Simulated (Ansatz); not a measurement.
# SiC: one change and its effect

System: SiC (F-43m, 2 atoms in the cell).
Method of run 1: Kohn-Sham DFT of a periodic cell, revPBE with D3(BJ), Ansatz PAW, no spin polarisation (Ansatz 0.2.0).

The structure derives from an entry of the Crystallography Open Database. Text and figures count atoms from 1; the logs count them from 0 in places.

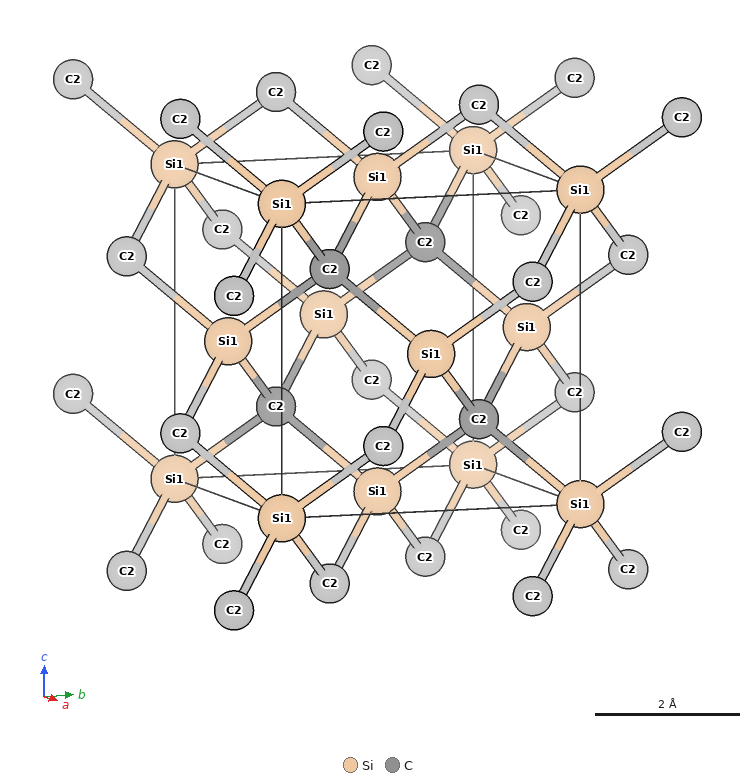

Figure 1. The structure as given in the input (ball-and-stick view of the cell 4 times as large as that of the calculation, set on its symmetry axes, seen slightly off an axis; neighbours outside the cell are drawn fainter; atoms are numbered from 1 in the order of the input).

### Input file, run 1
```yaml
crystal:
  lattice:
    - [0.0, 2.2076743409, 2.2076743409]
    - [2.2076743409, 0.0, 2.2076743409]
    - [2.2076743409, 2.2076743409, 0.0]
  atoms:
    - { symbol: Si, position: [0.0, 0.0, 0.0] }
    - { symbol: C, position: [0.75, 0.75, 0.75] }
hamiltonian:
  xc: revpbe
  pseudopotentials: { kind: paw }
  dispersion: d3bj
kpoints:
  mp_grid: { grid: [10, 10, 10] }
scf:
  occupations: { method: fermi_dirac, width: 0.05 }
output:
  forces: true
  stress: true
  eigenvalues: true
  write_density: true
  write_potential: true
  elf: true
  volumetric_format: npy
```

Command:
```bash
ansatz run input.yaml --threads 2 --pin off --max-ram 5120MiB --backend cpu --events-out ev --progress --plain --runs-dir out
```

Hardware: 2 threads of Intel Xeon @ 2.60GHz (Ice Lake), 24 GiB of memory available, shared host.

### Output, shortened to warnings, some set-up lines, iterations and results (run 1)
```
Basis set: ecut = 420 eV, 411 PW (Γ), exchange–correlation on 48×48×48 points (8 copies of the dense FFT grid, shifted against one another)
Symmetry: 24 space group operations
k-points: 47 of 1000 (time reversal used)
Initial density: superposition of atomic densities (neutral atoms: chi_scale 0, normalization atom), corrected by the library's trained network
[...]
SCF iter   1: F=—  HF=-891.426690 eV  |F-HF|=—  |Δ(HF+E_count)|=         —  Δρ=3.27e-3  dr2=1.72e-3  ethr=1.77e-3  ⟨swp⟩=5.8  Hψ=3082  notcnv=0
SCF iter   2: F=—  HF=-891.426385 eV  |F-HF|=—  |Δ(HF+E_count)|=   3.05e-4  Δρ=1.03e-3  dr2=1.79e-4  ethr=2.15e-5  ⟨swp⟩=1.9  Hψ=895  notcnv=0
SCF iter   3: F=—  HF=-891.426366 eV  |F-HF|=—  |Δ(HF+E_count)|=   1.95e-5  Δρ=5.10e-4  dr2=2.20e-5  ethr=2.24e-6  ⟨swp⟩=2.2  Hψ=568  notcnv=0
SCF iter   4: F=—  HF=-891.426375 eV  |F-HF|=—  |Δ(HF+E_count)|=   8.95e-6  Δρ=1.56e-4  dr2=1.92e-6  ethr=2.75e-7  ⟨swp⟩=2.2  Hψ=572  notcnv=0
SCF iter   5: F=-891.426377 eV  HF=-891.426377 eV  |F-HF|=6.06e-8  |Δ(HF+E_count)|=   1.98e-6  Δρ=2.28e-5  dr2=3.68e-8  ethr=2.40e-8  ⟨swp⟩=2.3  Hψ=544  notcnv=0
SCF iter   6: F=-891.426377 eV  HF=-891.426377 eV  |F-HF|=6.00e-10  |Δ(HF+E_count)|=   7.12e-8  Δρ=1.57e-6  dr2=1.53e-10  ethr=4.60e-10  ⟨swp⟩=5.0  Hψ=1857  notcnv=0
SCF 1 converged in 6 iterations: F = -891.426377 eV  dr2 = 1.53e-10
SCF converged after 6 iterations
Free energy (F): -891.426377 eV
Harris-Foulkes:  -891.426377 eV  (|F-HF|=6.00e-10)
Internal energy: -891.426377 eV  (E = F + TS)
E sigma→0 (E₀):  -891.426377 eV
Entropy (-TS):   -0.000000 eV (-0.000 meV/atom)
Fermi energy:    9.789888 eV
--- Per-component energies (eV) ---
  E_band       = 26.158967
  E_kinetic    = 133.547396
  E_local      = -105.869180  (includes V_loc(G=0)·N_el)
  E_nonlocal   = 50.479237
  E_hartree    = 32.444078
  E_xc         = -104.935408
  E_vxc        = -108.430738  (∫ρ·V_xc dr)
  E_paw        = -614.823873  (= ΣΔE_a)
  E_vpaw       = -8.455977  (= ΣTr[D̂ρ^β])
  E_aug_tail   = 0.000012  (compensation charges beyond the density's cutoff)
  E_ewald      = -281.084871
  E_disp       = -1.153137  (pairwise vdW)
  E_core_change = -0.030633  (= ΣΔE_core)
  E_smearing   = -0.000000  (= −TS)
  E_closure    = 0.000000  (closes the sum)
  Σ components = -891.426377   (vs F -891.426377, Δ=0.00e0)
--- Forces (eV/Å), atoms counted from 1 ---
  atom   1  Si    -0.00000000     0.00000000     0.00000000
  atom   2  C      0.00000000    -0.00000000     0.00000000
  max |Σ_I F_I| component: 1.85e-16 eV/Å
--- Stress (GPa, compression-positive) ---
      -11.324472      -0.000000      -0.000000
        0.000000     -11.324472       0.000000
       -0.000000       0.000000     -11.324472
  P = ⅓ Tr σ = -11.3245 GPa (-113.245 kbar)
```

Run 2 used a changed input.

### The two runs side by side

| quantity | run 1 | run 2 |
| --- | --- | --- |
| outcome | converged | converged |
| free energy per atom (eV) | −445.7132 | −443.8656 |
| gap on the mesh (eV) | 1.40 | 1.39 |
| pressure (GPa) | −11.32 | −9.24 |
| largest force (eV/Å) | 0.000 | 0.000 |
| SCF iterations | 6 | 6 |
| irreducible k-points | 47 | 47 |
| plane waves at Γ | 411 | 411 |
| wall time (shared host) | 1.3 s | 0.65 s |

Which change of the input explains these differences?

The change (lines with − go, lines with + come):
```diff
-  xc: revpbe
+  xc: pbe
```

The total energies belong to different methods, so their difference says nothing on which is more stable or more accurate. The pressure goes from −11.32 to −9.24 GPa. The functional changes from revPBE to PBE. The number of SCF iterations is the same.

### Output, shortened to warnings, some set-up lines, iterations and results (run 2)
```
Basis set: ecut = 420 eV, 411 PW (Γ), exchange–correlation on 48×48×48 points (8 copies of the dense FFT grid, shifted against one another)
Symmetry: 24 space group operations
k-points: 47 of 1000 (time reversal used)
Initial density: superposition of atomic densities (neutral atoms: chi_scale 0, normalization atom), corrected by the library's trained network
[...]
SCF iter   1: F=—  HF=-887.731337 eV  |F-HF|=—  |Δ(HF+E_count)|=         —  Δρ=2.63e-3  dr2=1.67e-3  ethr=1.77e-3  ⟨swp⟩=5.9  Hψ=3095  notcnv=0
SCF iter   2: F=—  HF=-887.731127 eV  |F-HF|=—  |Δ(HF+E_count)|=   2.10e-4  Δρ=1.00e-3  dr2=1.59e-4  ethr=2.09e-5  ⟨swp⟩=1.8  Hψ=891  notcnv=0
SCF iter   3: F=—  HF=-887.731116 eV  |F-HF|=—  |Δ(HF+E_count)|=   1.13e-5  Δρ=3.79e-4  dr2=8.98e-6  ethr=1.99e-6  ⟨swp⟩=2.6  Hψ=550  notcnv=0
SCF iter   4: F=—  HF=-887.731145 eV  |F-HF|=—  |Δ(HF+E_count)|=   2.92e-5  Δρ=4.52e-5  dr2=4.40e-7  ethr=1.12e-7  ⟨swp⟩=2.2  Hψ=543  notcnv=0
SCF iter   5: F=-887.731145 eV  HF=-887.731145 eV  |F-HF|=1.67e-9  |Δ(HF+E_count)|=   1.26e-7  Δρ=3.26e-6  dr2=1.36e-9  ethr=5.49e-9  ⟨swp⟩=2.2  Hψ=533  notcnv=0
SCF iter   6: F=-887.731145 eV  HF=-887.731145 eV  |F-HF|=2.23e-11  |Δ(HF+E_count)|=   2.31e-9  Δρ=5.62e-7  dr2=5.64e-11  ethr=1.70e-11  ⟨swp⟩=4.6  Hψ=1692  notcnv=0
SCF 1 converged in 6 iterations: F = -887.731145 eV  dr2 = 5.64e-11
SCF converged after 6 iterations
Free energy (F): -887.731145 eV
Harris-Foulkes:  -887.731145 eV  (|F-HF|=2.23e-11)
Internal energy: -887.731145 eV  (E = F + TS)
E sigma→0 (E₀):  -887.731145 eV
Entropy (-TS):   -0.000000 eV (-0.000 meV/atom)
Fermi energy:    9.708590 eV
--- Per-component energies (eV) ---
  E_band       = 25.607354
  E_kinetic    = 133.631853
  E_local      = -106.802865  (includes V_loc(G=0)·N_el)
  E_nonlocal   = 51.376476
  E_hartree    = 32.446128
  E_xc         = -104.809884
  E_vxc        = -108.466348  (∫ρ·V_xc dr)
  E_paw        = -611.908813  (= ΣΔE_a)
  E_vpaw       = -9.023974  (= ΣTr[D̂ρ^β])
  E_aug_tail   = 0.000012  (compensation charges beyond the density's cutoff)
  E_ewald      = -281.084871
  E_disp       = -0.579183  (pairwise vdW)
  E_smearing   = -0.000000  (= −TS)
  E_closure    = 0.000000  (closes the sum)
  Σ components = -887.731145   (vs F -887.731145, Δ=0.00e0)
--- Forces (eV/Å), atoms counted from 1 ---
  atom   1  Si    -0.00000000     0.00000000     0.00000000
  atom   2  C      0.00000000     0.00000000    -0.00000000
  max |Σ_I F_I| component: 1.85e-16 eV/Å
--- Stress (GPa, compression-positive) ---
       -9.235261       0.000000      -0.000000
       -0.000000      -9.235261       0.000000
       -0.000000       0.000000      -9.235261
  P = ⅓ Tr σ = -9.2353 GPa (-92.353 kbar)
```

For run 1: Points of doubt noted for this run: forces on files of another functional. The cell is under a tension of 11.3 GPa at this level, so it is not at its equilibrium volume. For run 2: The cell is under a tension of 9.2 GPa at this level, so it is not at its equilibrium volume.
